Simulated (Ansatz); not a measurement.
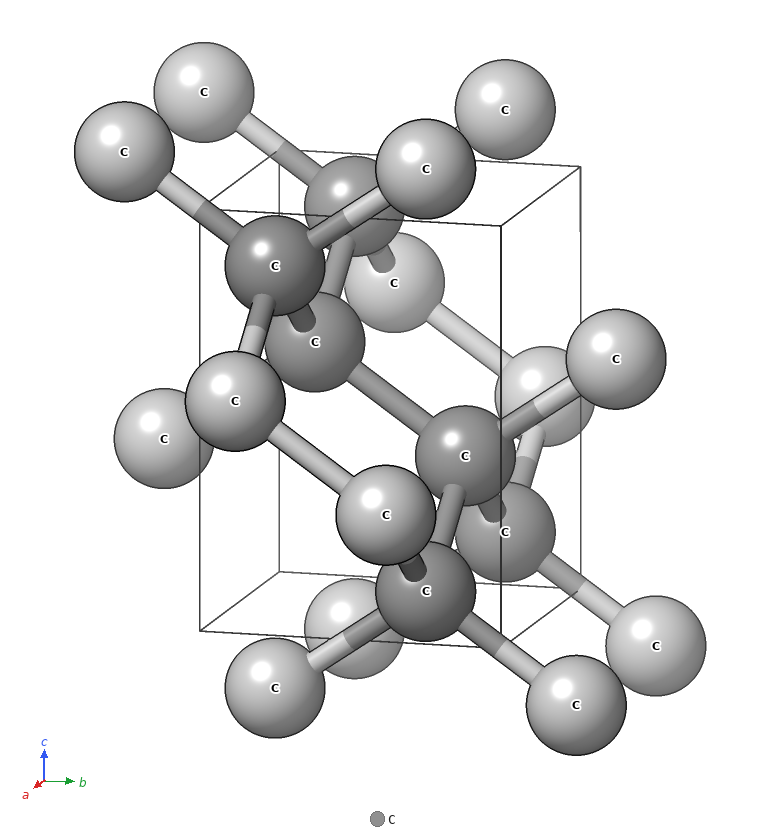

Drawn in the ball-and-stick manner and seen slightly off an axis. The box is the conventional unit cell; atoms on or close to its faces, edges and corners are drawn wherever they repeat. Bonds that leave the box are completed with the atoms at their other ends, in fainter colours.

C, space group Imma (No. 74), a = 2.457 Å, b = 2.578 Å, c = 3.560 Å, α = 90.00°, β = 90.00°, γ = 90.00°. Starting structure: a structure type filled with this element by a generator (whether the element takes this form wasn't checked). The cell was then strained or its atoms displaced on purpose. It went into a calculation with Ansatz.

This one geometry was computed with Ansatz (DFT, plane waves, PAW) at three levels of theory: r2SCAN, HSE06 and PBE. It was relaxed with r2SCAN and then strained.

**Which level gives the highest pressure at this volume, and what does that say about its equilibrium volume?**

Highest: PBE (5.4 GPa), which points to the largest equilibrium volume. Lowest, with the smallest volume: HSE06 (-4.6 GPa). Levels within 0.5 GPa of each other can't be told apart.

**How does the band gap change with the level of theory?**

PBE: a gap of 3.78 eV, indirect; r2SCAN: a gap of 4.00 eV, indirect; HSE06: a gap of 4.92 eV, indirect.

**Collect the results in a table.**

| level | cutoff (eV) | k-mesh of the run's cell | gap (eV) | pressure (GPa) |
| --- | --- | --- | --- | --- |
| r2SCAN | 500 | 12×12×12 | 4.00 | 1.2 |
| HSE06 | 420 | 8×8×8 | 4.92 | -4.6 |
| PBE | 420 | 12×12×12 | 3.78 | 5.4 |

Gaps are taken on the k-mesh or band path of each run.
